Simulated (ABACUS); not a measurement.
# Run report: CuI, band-structure run (part 2 of 2)

Continued. System: CuI (P4/nmm, 4 atoms in the cell). Method: Kohn-Sham DFT of a periodic cell, LDA, GBRV ultrasoft 1.5 LDA, no spin polarisation (ABACUS 3.10.1); cutoff 544.23 eV, 6×6×3 k-mesh, fermi-dirac of 0.05 eV. The structure derives from a Materials Project entry.

Log, continued
```
----------------------------------------------------------
 E_KohnSham     -936.5038173355      -12741.7881145141
 E_Harris       -937.3359490046      -12753.1098466996
 E_Fermi        0.5102901197         6.9428532612
----------------------------------------------------------

 PW ALGORITHM --------------- ION=   1  ELEC=   7--------------------------------

 Density error is 1.88543084267e-05
                          Error Threshold = 8.23229592026e-07
----------------------------------------------------------
     Energy           Rydberg                 eV
----------------------------------------------------------
 E_KohnSham     -936.5038508697      -12741.7885707701
 E_Harris       -936.6684913593      -12744.0286195505
 E_Fermi        0.5092645622         6.9288998348
----------------------------------------------------------

 PW ALGORITHM --------------- ION=   1  ELEC=   8--------------------------------

 Density error is 1.79856929096e-06
                          Error Threshold = 3.62582854359e-08
----------------------------------------------------------
     Energy           Rydberg                 eV
----------------------------------------------------------
 E_KohnSham     -936.5038604674      -12741.7887013534
 E_Harris       -936.4559168653      -12741.1363951829
 E_Fermi        0.5090916475         6.9265472103
----------------------------------------------------------

 PW ALGORITHM --------------- ION=   1  ELEC=   9--------------------------------

 Density error is 2.33875875587e-07
                          Error Threshold = 3.458787098e-09
----------------------------------------------------------
     Energy           Rydberg                 eV
----------------------------------------------------------
 E_KohnSham     -936.5038605717      -12741.7887027729
 E_Harris       -936.4874933862      -12741.5660157893
 E_Fermi        0.5091478302         6.9273116152
----------------------------------------------------------

 PW ALGORITHM --------------- ION=   1  ELEC=  10--------------------------------

 Density error is 4.11010065733e-08
                          Error Threshold = 4.49761299205e-10
----------------------------------------------------------
     Energy           Rydberg                 eV
----------------------------------------------------------
 E_KohnSham     -936.5038605931      -12741.7887030644
 E_Harris       -936.4962623654      -12741.6853238725
 E_Fermi        0.5091524087         6.9273739088
----------------------------------------------------------

 PW ALGORITHM --------------- ION=   1  ELEC=  11--------------------------------

 Density error is 5.71436039327e-09
                          Error Threshold = 7.90403972563e-11
----------------------------------------------------------
     Energy           Rydberg                 eV
----------------------------------------------------------
 E_KohnSham     -936.5038606007      -12741.7887031667
 E_KS(sigma->0) -936.5038605988      -12741.7887031409
 E_Harris       -936.5067837379      -12741.8284744890
 E_band         -79.3087439815       -1079.0508193713
 E_one_elec     -998.7012406762      -13588.0274728657
 E_Hartree      517.0464033904       7034.7772165165
 E_xc           -171.5043609058      -2333.4365401677
 E_Ewald        -283.3446624053      -3855.1019065981
 E_entropy(-TS) -0.0000000038        -0.0000000517
 E_descf        0.0000000000         0.0000000000
 E_exx          0.0000000000         0.0000000000
 E_Fermi        0.5091622159         6.9275073431
----------------------------------------------------------

 charge density convergence is achieved
 final etot is -12741.788703 eV
 EFERMI = 6.9275073431 eV
The vacuum level is 10.310923124 eV

 STATE ENERGY(eV) AND OCCUPATIONS    NSPIN == 1
 1/5 kpoint (Cartesian) = 0.0000 0.0000 0.0000 (3169 pws)
       1       -104.545      0.0185185
       2       -104.544      0.0185185
       3       -62.4289      0.0185185
       4       -62.4289      0.0185185
       5       -62.4168      0.0185185
       6       -62.4168      0.0185185
       7       -62.4117      0.0185185
       8       -62.4094      0.0185185
       9       -7.77054      0.0185185
      10       -7.08747      0.0185185
      11       0.385565      0.0185185
      12        2.41340      0.0185185
      13        2.60910      0.0185185
      14        2.60910      0.0185185
      15        2.94056      0.0185185
      16        2.94056      0.0185185
      17        3.50891      0.0185185
      18        4.17323      0.0185185
      19        4.29435      0.0185185
      20        4.66312      0.0185185
      21        4.79980      0.0185185
      22        4.79980      0.0185185
      23        5.00193      0.0185185
      24        5.40139      0.0185185
      25        6.19793      0.0185185
      26        6.19793      0.0185185
      27        7.58807    3.38860e-08
      28        9.14833    9.50046e-22
      29        9.46793    1.59129e-24
      30        11.1401    4.75830e-39
      31        11.1401    4.75830e-39
      32        11.2217    9.29990e-40
      33        14.6224    2.69350e-69
      34        14.7774    1.21382e-70
      35        15.2769    5.56423e-75
      36        15.7307    6.37218e-79
      37        16.6834    3.37882e-87
      38        16.6834    3.37882e-87

 2/5 kpoint (Cartesian) = 0.16667 0.0000 0.0000 (3159 pws)
       1       -104.545      0.0740741
       2       -104.544      0.0740741
       3       -62.4281      0.0740741
       4       -62.4281      0.0740741
       5       -62.4176      0.0740741
       6       -62.4176      0.0740741
       7       -62.4115      0.0740741
       8       -62.4096      0.0740741
       9       -7.66937      0.0740741
      10       -7.06399      0.0740741
      11       0.560242      0.0740741
      12        2.27963      0.0740741
      13        2.29309      0.0740741
      14        2.54567      0.0740741
      15        2.64138      0.0740741
      16        2.93398      0.0740741
      17        3.58621      0.0740741
      18        4.17067      0.0740741
      19        4.27061      0.0740741
      20        4.50183      0.0740741
      21        4.59212      0.0740741
      22        4.67121      0.0740741
      23        5.12701      0.0740741
      24        5.44269      0.0740741
      25        5.60400      0.0740741
      26        6.15515      0.0740741
      27        8.34953    3.29716e-14
      28        9.34505    7.43221e-23
      29        10.0334    7.80519e-29
      30        11.2958    8.44847e-40
      31        11.3815    1.52210e-40
      32        11.7759    5.71626e-44
      33        14.0262    1.62684e-63
      34        14.9849    7.66255e-72
      35        15.0147    4.21686e-72
      36        15.2171    7.36478e-74
      37        15.7067    4.11925e-78
      38        16.2447    8.74055e-83

 3/5 kpoint (Cartesian) = 0.33333 0.0000 0.0000 (3156 pws)
       1       -104.545      0.0740741
       2       -104.544      0.0740741
       3       -62.4260      0.0740741
       4       -62.4258      0.0740741
       5       -62.4199      0.0740741
       6       -62.4198      0.0740741
       7       -62.4111      0.0740741
       8       -62.4100      0.0740741
       9       -7.41952      0.0740741
      10       -7.05200      0.0740741
      11       0.954495      0.0740741
      12        1.43283      0.0740741
      13        1.74666      0.0740741
      14        2.41474      0.0740741
      15        2.72254      0.0740741
      16        2.89758      0.0740741
      17        3.80280      0.0740741
      18        4.12451      0.0740741
      19        4.16083      0.0740741
      20        4.36882      0.0740741
      21        4.40644      0.0740741
      22        4.41759      0.0740741
      23        5.16213      0.0740741
      24        5.20313      0.0740741
      25        5.39118      0.0740741
      26        6.00332      0.0740741
      27        9.27651    2.92768e-22
      28        9.52325    2.10522e-24
      29        10.3487    1.42511e-31
      30        11.9816    9.34427e-46
      31        12.0011    6.32015e-46
      32        12.7271    3.12824e-52
      33        13.0779    2.80803e-55
      34        13.5846    1.11506e-59
      35        14.7113    1.82166e-69
      36        15.1648    2.09688e-73
      37        16.2355    1.05009e-82
      38        16.3331    1.49201e-83

 4/5 kpoint (Cartesian) = 0.50000 0.0000 0.0000 (3164 pws)
       1       -104.545      0.0370370
       2       -104.545      0.0370370
       3       -62.4230      0.0370370
       4       -62.4230      0.0370370
       5       -62.4228      0.0370370
       6       -62.4228      0.0370370
       7       -62.4105      0.0370370
       8       -62.4105      0.0370370
       9       -7.16688      0.0370370
      10       -7.16688      0.0370370
      11        1.03231      0.0370370
      12        1.03231      0.0370370
      13        1.99591      0.0370370
      14        1.99591      0.0370370
      15        2.81960      0.0370370
      16        2.81960      0.0370370
      17        4.10593      0.0370370
      18        4.10593      0.0370370
      19        4.15035      0.0370370
      20        4.15035      0.0370370
      21        4.25997      0.0370370
      22        4.25998      0.0370370
      23        5.06387      0.0370370
      24        5.06388      0.0370370
      25        5.72354      0.0370370
      26        5.72354      0.0370370
      27        9.70399    2.83398e-26
      28        9.70399    2.83388e-26
      29        11.1130    1.63538e-38
      30        11.1130    1.63537e-38
      31        12.4415    4.72892e-50
      32        12.4415    4.72887e-50
      33        12.7240    1.66348e-52
      34        12.7240    1.66344e-52
      35        15.1635    1.07568e-73
      36        15.1635    1.07567e-73
      37        17.2193        0.00000
      38        17.2193        0.00000

 5/5 kpoint (Cartesian) = 0.16667 0.16667 0.0000 (3147 pws)
       1       -104.545      0.0740741
       2       -104.544      0.0740741
       3       -62.4292      0.0740741
       4       -62.4256      0.0740741
       5       -62.4201      0.0740741
       6       -62.4165      0.0740741
       7       -62.4114      0.0740741
       8       -62.4097      0.0740741
       9       -7.57227      0.0740741
      10       -7.03577      0.0740741
      11       0.723715      0.0740741
      12        2.10341      0.0740741
      13        2.17025      0.0740741
      14        2.40583      0.0740741
      15        2.60639      0.0740741
      16        2.78215      0.0740741
      17        3.64203      0.0740741
      18        4.15710      0.0740741
      19        4.26221      0.0740741
      20        4.29825      0.0740741
      21        4.52917      0.0740741
      22        4.54156      0.0740741
      23        5.09461      0.0740741
      24        5.46665      0.0740741
      25        5.56218      0.0740741
      26        5.64858      0.0740741
      27        8.99906    7.52219e-20
      28        9.56901    8.43002e-25
      29        10.4919    8.12334e-33
      30        11.4357    5.14752e-41
      31        11.5916    2.27777e-42
      32        12.3946    2.41425e-49
      33        12.6879    6.84088e-52
      34        14.2366    2.41888e-65
      35        14.3041    6.27373e-66
      36        15.4825    3.64970e-76
      37        16.1441    6.54212e-82
      38        17.2630        0.00000

------------------------------------------------------------------------------------------
 TOTAL-FORCE (eV/Angstrom)
------------------------------------------------------------------------------------------
                        I1         0.0000000000         0.0000000000         0.4577726237
                        I2         0.0000000000         0.0000000000        -0.4577726237
                       Cu1         0.0000000000         0.0000000000         0.0000000000
                       Cu2         0.0000000000         0.0000000000         0.0000000000
------------------------------------------------------------------------------------------

----------------------------------------------------------------
 TOTAL-STRESS (KBAR)
----------------------------------------------------------------
       -37.1964827144         0.0000000000         0.0000000000
         0.0000000000       -37.1964827144         0.0000000000
         0.0000000000         0.0000000000       -34.9113017174
----------------------------------------------------------------
 TOTAL-PRESSURE: -36.434756 KBAR

 --------------------------------------------
 !FINAL_ETOT_IS -12741.7887031667323754 eV
 --------------------------------------------
```

Standard output
```
ABACUS v3.10.1

               Atomic-orbital Based Ab-initio Computation at UStc

%%%%%%%%%%%%%%%%%%%%%%%%%%%%%%%%%%%%%%%%%%%%%%%%%%%%%%%%%%%%%%%%%%%%%%%%%%%%%%%%%%%%%%%%%%%%%%%%%%%%%%%%%
 Warning: the number of valence electrons in pseudopotential > 11 for Cu: [Ar] 3d10 4s1
 Pseudopotentials with additional electrons can yield (more) accurate outcomes, but may be less efficient.
 If you're confident that your chosen pseudopotential is appropriate, you can safely ignore this warning.
%%%%%%%%%%%%%%%%%%%%%%%%%%%%%%%%%%%%%%%%%%%%%%%%%%%%%%%%%%%%%%%%%%%%%%%%%%%%%%%%%%%%%%%%%%%%%%%%%%%%%%%%%

 UNIFORM GRID DIM        : 32 * 32 * 50
 UNIFORM GRID DIM(BIG)   : 45 * 45 * 72
 UNIFORM GRID DIM(DENSE) : 45 * 45 * 72
 ---------------------------------------------------------
 Self-consistent calculations for electrons
 ---------------------------------------------------------
 SPIN    KPOINTS         PROCESSORS  THREADS
 1       20              4           4
 ---------------------------------------------------------
 Use plane wave basis
 ---------------------------------------------------------
 ELEMENT NATOM       XC
 I       2
 Cu      2
 ---------------------------------------------------------
 Initial plane wave basis and FFT box
 ---------------------------------------------------------
 -------------------------------------------
 SELF-CONSISTENT :
 -------------------------------------------
 START CHARGE      : atomic
 ITER       ETOT/eV          EDIFF/eV         DRHO     TIME/s
 DA1     -1.27207328e+04   0.00000000e+00   2.5384e+00   1.91
 DA2     -1.27296776e+04  -8.94486949e+00   7.4214e+00   1.75
 DA3     -1.27414775e+04  -1.17998660e+01   1.4933e-01   1.66
 DA4     -1.27417730e+04  -2.95537187e-01   1.9634e-03   1.55
 DA5     -1.27417766e+04  -3.60800765e-03   4.0743e-03   2.00
 DA6     -1.27417881e+04  -1.14725358e-02   4.2808e-04   1.68
 DA7     -1.27417886e+04  -4.56255977e-04   1.8854e-05   1.47
 DA8     -1.27417887e+04  -1.30583384e-04   1.7986e-06   1.70
 DA9     -1.27417887e+04  -1.41946022e-06   2.3388e-07   1.50
 DA10    -1.27417887e+04  -2.91531015e-07   4.1101e-08   1.62
 DA11    -1.27417887e+04  -1.02295329e-07   5.7144e-09   1.66
----------------------------------------------------------------
 TOTAL-STRESS (KBAR)
----------------------------------------------------------------
       -37.1964827144         0.0000000000         0.0000000000
         0.0000000000       -37.1964827144         0.0000000000
         0.0000000000         0.0000000000       -34.9113017174
----------------------------------------------------------------
 TOTAL-PRESSURE: -36.434756 KBAR
```

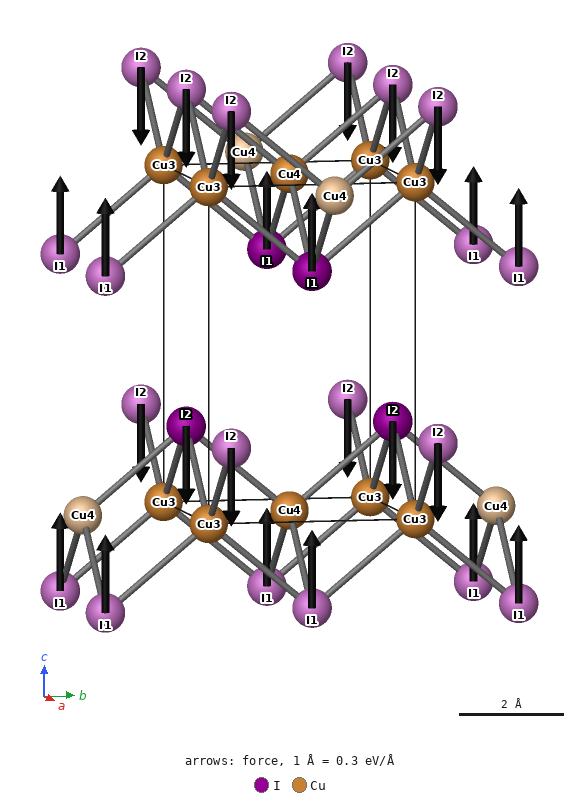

Fig. 1: Forces on the atoms as black arrows (ball-and-stick view of the cell of the calculation, seen slightly off an axis; neighbours outside the cell are drawn fainter; atoms are numbered from 1 in the order of the input). The largest act on I1, I2 (0.46 eV/Å). The geometry is not a stationary point of this energy.

The run was set up as follows.

The input
```
INPUT_PARAMETERS
suffix              CuI
calculation         scf
basis_type          pw
pseudo_dir          ./
latname             st
symmetry            1
dft_functional      pz
ecutwfc             40
pseudo_rcut         10
nspin               1
nbands              38
ks_solver           dav
smearing_method     fd
smearing_sigma      0.00367493
scf_thr             1e-08
scf_nmax            100
mixing_type         broyden
mixing_beta         0.7
cal_force           1
cal_stress          1
ecutrho             320
out_chg             1
out_pot             2
out_elf             0
kpar                4
```

File STRU
```
ATOMIC_SPECIES
I 126.9045 i_lda_v1.uspp.F.UPF
Cu 63.5460 cu_lda_v1.2.uspp.F.UPF

LATTICE_CONSTANT
7.7293505951

LATTICE_PARAMETERS
1.6017466487

ATOMIC_POSITIONS
Direct

I
0.0
2
0.0000000000 0.5000000000 0.7430343600 1 1 1
0.5000000000 0.0000000000 0.2569656400 1 1 1

Cu
0.0
2
0.0000000000 0.0000000000 0.0000000000 1 1 1
0.5000000000 0.5000000000 0.0000000000 1 1 1
```

File KPT
```
K_POINTS
0
Gamma
6 6 3 0 0 0
```

Run as:
```bash
OMP_NUM_THREADS=1 mpirun -np 4 abacus > log
```

Key numbers

| quantity | value |
| --- | --- |
| outcome | converged |
| space group (tolerance 0.01 Å) | P4/nmm (129) |
| electrons treated | 52 |
| free energy | −12741.7887 eV |
| Fermi energy | 6.928 eV |
| gap on the k-point mesh | 1.39 eV |
| pressure | −3.64 GPa |
| largest force (length of the vector) | 0.458 eV/Å |
| hardware | 4 threads of Intel Xeon (Granite Rapids), 32 GiB of memory available, shared host |
| wall time | 43 s (CPU time 2.9 min) |
| peak memory | 1.4 GiB |
